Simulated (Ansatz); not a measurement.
Consider Si5N3.

```
Si N
1.0
     4.59368    0.00000    0.00000
     0.00000    4.59368    0.00000
     0.00000    0.00000    4.59368
Si N
5 3
Direct
  0.00000 0.00000 0.00000
  0.71254 0.28746 0.71254
  0.28746 0.71254 0.71254
  0.28746 0.28746 0.28746
  0.71254 0.71254 0.28746
  0.50000 0.50000 0.00000
  0.50000 0.00000 0.50000
  0.00000 0.50000 0.50000
```

Space group P-43m; a generated structure, not necessarily the stable one; computed without spin polarisation.

All numbers below come from DFT PBE, scalar-relativistic, plane waves, PAW (Ansatz 0.2.0).

> What can the converged valence pseudo-density and electron localisation function tell about the bonding?

Si–N (1.91 Å): ρ is about 0.77 e/Å³ halfway; the ELF peaks at about 0.85 between the atoms.
Si–Si (2.29 Å): ρ is about 0.65 e/Å³ halfway; the ELF peaks at about 0.95 between the atoms.

> Does the calculation make it a metal, or give it a gap?

It is metallic or semimetallic at this level of theory: no gap opens.

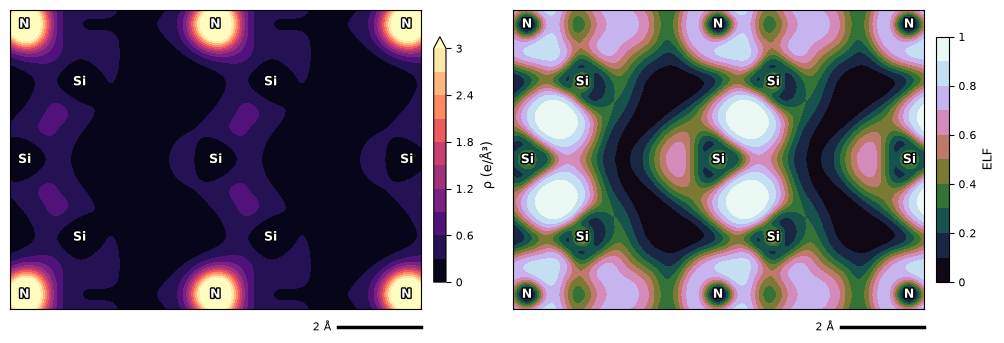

Computed valence pseudo-density and electron localisation function on the (11̄0) plane of the conventional cell, in this order. 
